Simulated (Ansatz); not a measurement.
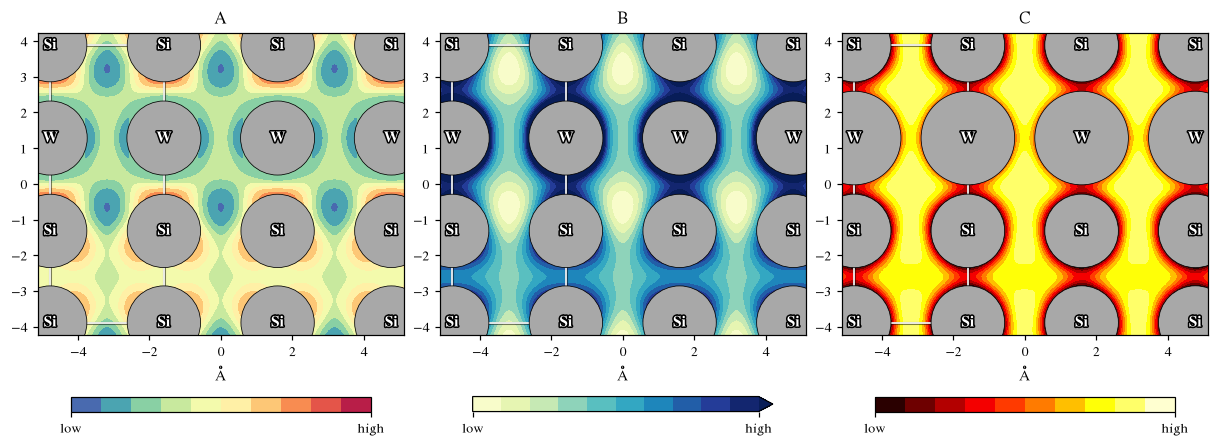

Si$_{2}$W: 3 fields on the (010) plane of the conventional cell, with unlabelled colour scales. Grey discs cover the atomic cores.

Space group I4/mmm.

Computed with Ansatz 0.2.0, DFT LDA, scalar-relativistic, plane waves, PAW.

### Which field does each panel show? The fields are: electron localisation function, electrostatic potential energy of an electron and valence pseudo-density.

Panel A: electron localisation function. Panel B: valence pseudo-density. Panel C: electrostatic potential energy of an electron (low next to the atoms, rising into the space between them). From the grid: Si–Si (2.57 Å): the density is about 0.33 e/Å³ at the midpoint; the ELF is about 0.45 at the midpoint. Si–W (2.60 Å): ρ is about 0.43 e/Å³ halfway; the ELF peaks at about 0.80 in the valence shell of Si, 0.9 Å from its nucleus, and is about 0.40 at the midpoint.
